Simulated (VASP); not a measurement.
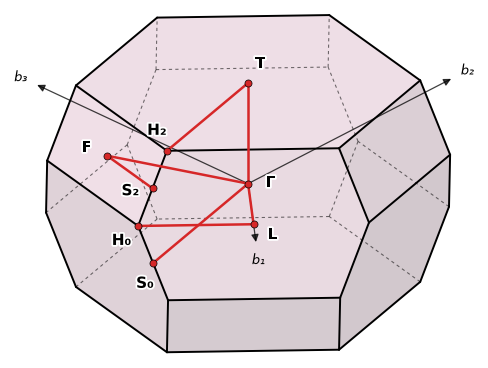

For BN, the end point of a relaxation with VASP Kohn-Sham DFT of a periodic cell, optB86b-vdW, VASP PAW PBE potentials, recommended (VASP 6.6.1): the first Brillouin zone and its special points. The drawing is computed from the coordinates (standard cell, symmetry found to 0.002 Å).

Space group No. 160, R3m, hexagonal axes; a = 2.512 Å, b = 2.512 Å, c = 9.628 Å, α = 90.00°, β = 90.00°, γ = 120.00°.

Labels and path follow the convention of Hinuma et al. (2017), as computed by seekpath; the arrows show the directions of the reciprocal primitive vectors b₁, b₂, b₃, in which coordinates are given; lengths include the factor 2π.

**List the special points with their coordinates and distances from Γ.**

```tsv
point	k₁	k₂	k₃	length of k (1/Å)
Γ	0	0	0	0.000
T	1/2	1/2	1/2	0.979
L	1/2	0	0	1.481
F	1/2	0	1/2	1.585
S₀	0.350	−0.350	0	1.753
S₂	0.650	0	0.350	1.753
H₀	1/2	−0.201	0.201	1.789
H₂	0.799	0.201	1/2	1.789
```

**What is the zone's volume?**

(2π)³ over the primitive cell's volume of 17.54 Å³: 14.1 Å⁻³.
